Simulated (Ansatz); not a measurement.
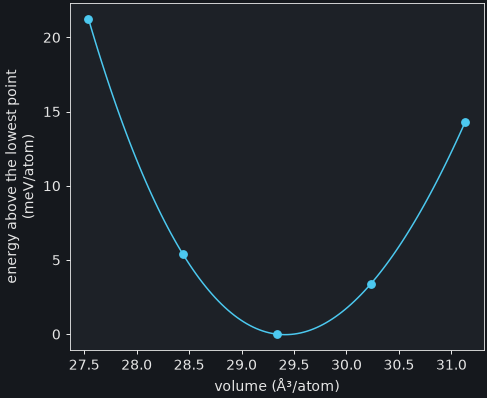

The figure shows the energy above the lowest point against volume for PbSe, space group Fm-3m (No. 225) (one of a set of cubic test structures, which need not be the stable phase).

Calculation (Ansatz 0.2.0 development build): equation of state of a cubic crystal from periodic Kohn-Sham density functional theory without spin, third-order Birch-Murnaghan fit to the free energies; pressure corrected for the finite basis. Level: HSE06, no spin-orbit coupling.

structure type rock salt; atoms in cell 2; space group number 225; lattice centring face-centred primitive; k mesh 4×4×4; occupation method Fermi–Dirac; occupation width 0.05 eV; wave cutoff 580 eV; datasets hand-made PAW; density tolerance 0 eV; bands 23; density cutoff ratio 4; search for lower states default; exchange singularity regularized.

What equilibrium volume and bulk modulus follow from the curve?

A third-order Birch–Murnaghan fit gives V0 = 29.42 Å³/atom, B0 = 50.8 GPa and B′ = 4.4.

Keep in mind: modest k-mesh, values are not fully converged in k; no spin-orbit coupling with 6p elements.
